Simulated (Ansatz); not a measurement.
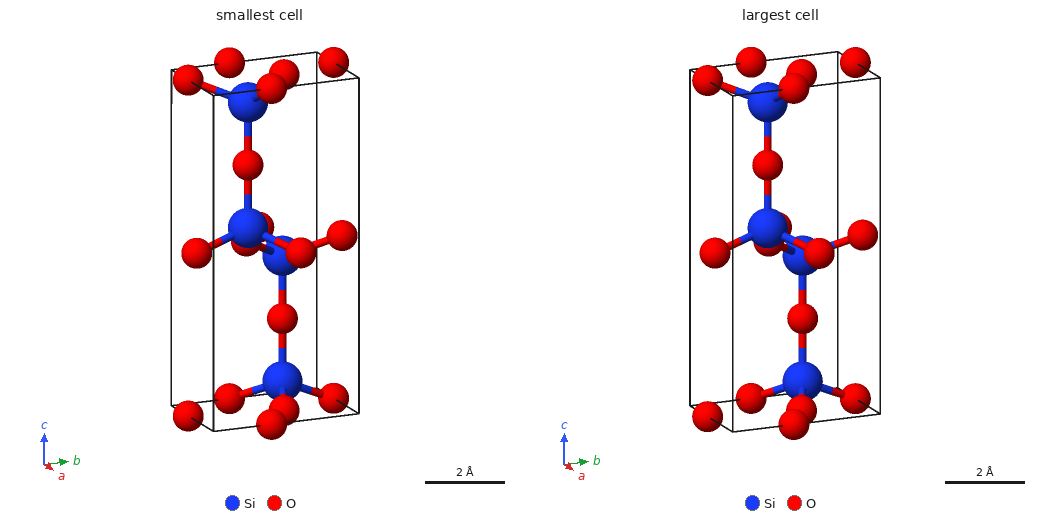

SiO₂, space group P6₃22 (No. 182), relaxed (cell and atoms, zero pressure) with four choices of dispersion term on top of PBEsol; the smallest and the largest of the relaxed conventional cells are drawn to one scale (sticks follow a distance rule). The start was a structure listed in the Materials Project. It needn't be the stable form of this composition.

Alike in all runs: Ansatz 0.2.0; functional PBEsol; potentials Ansatz PAW; cutoff 420 eV; k mesh 6 × 6 × 3 on the run's cell of 12 atoms; occupations fermi-dirac, width 0.05 eV; no spin polarisation; no spin-orbit coupling.

| level | volume (Å³/atom) | a (Å) | c (Å) | gap (eV) |
| --- | --- | --- | --- | --- |
| D4 | ? | ? | ? | ? |
| none | 15.90 | 5.063 | 8.593 | 5.57 |
| D3(BJ) | 15.39 | 4.985 | 8.586 | 5.59 |
| D3(BJ)-ATM | 15.44 | 4.992 | 8.587 | 5.59 |

**Fill in the row of D4.**

Volume 15.68 Å³/atom; a 5.029 Å; c 8.589 Å; gap 5.58 eV. That is between D3(BJ)-ATM and none in volume.

**Order the levels by the relaxed volume, smallest first.**

D3(BJ) (15.39 Å³/atom), D3(BJ)-ATM (15.44 Å³/atom), D4 (15.68 Å³/atom), none (15.90 Å³/atom). Rows within a few tenths of a per cent can't be told apart.

Gaps are the least found on the k-mesh, which misses some points of high symmetry; where the band edges lie there, the true gap is smaller, at times by an eV.

Caveat: the plane-wave basis is chosen anew once the cell has moved, so the energies of steps on either side of that aren't comparable; semilocal functionals give gaps below the measured ones.
